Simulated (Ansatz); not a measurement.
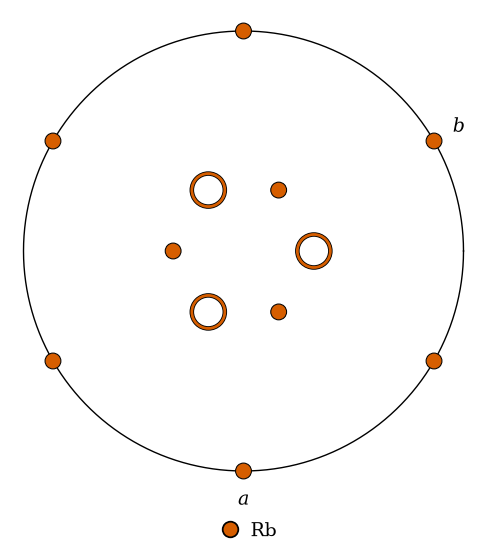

Crystal: Rb, coordinates from a relaxation with Ansatz 0.2.0, DFT r2SCAN, scalar-relativistic, plane waves, PAW; the starting structure was generated, so it need not be a known form of this composition. Directions from one rubidium atom at (0, 0, 0) to its bonded neighbours, in stereographic projection down c (filled: above the plane of the page or in it, open: below). Geometry calculated from the standardised cell; symmetry tolerance 0.002 Å.

Neighbours are counted up to 5.37 Å for Rb.

```
CELL_PARAMETERS angstrom
5.14471 0.00000 0.00000
-2.57235 4.45545 0.00000
0.00000 0.00000 37.52248
ATOMIC_POSITIONS crystal
Rb 0.00000 0.00000 0.00000
Rb 0.33333 0.66667 0.88889
Rb 0.00000 0.00000 0.77777
Rb 0.66667 0.33333 0.33333
Rb 0.00000 0.00000 0.22223
Rb 0.66667 0.33333 0.11111
Rb 0.33333 0.66667 0.66667
Rb 0.66667 0.33333 0.55556
Rb 0.33333 0.66667 0.44444
```

How many neighbours are there, and at what angles?

12: 6 Rb at 5.12 Å, 6 Rb at 5.14 Å. Angles between bonds: 60° (24×), 90° (12×), 120° (24×), 180° (6×).

What is the site's symmetry in the crystal?

Point group -3m (D3d), order 12: one threefold axis, three twofold axes, three mirror planes, an inversion centre. In No. 166, R-3m, hexagonal axes this is Wyckoff position 3a.
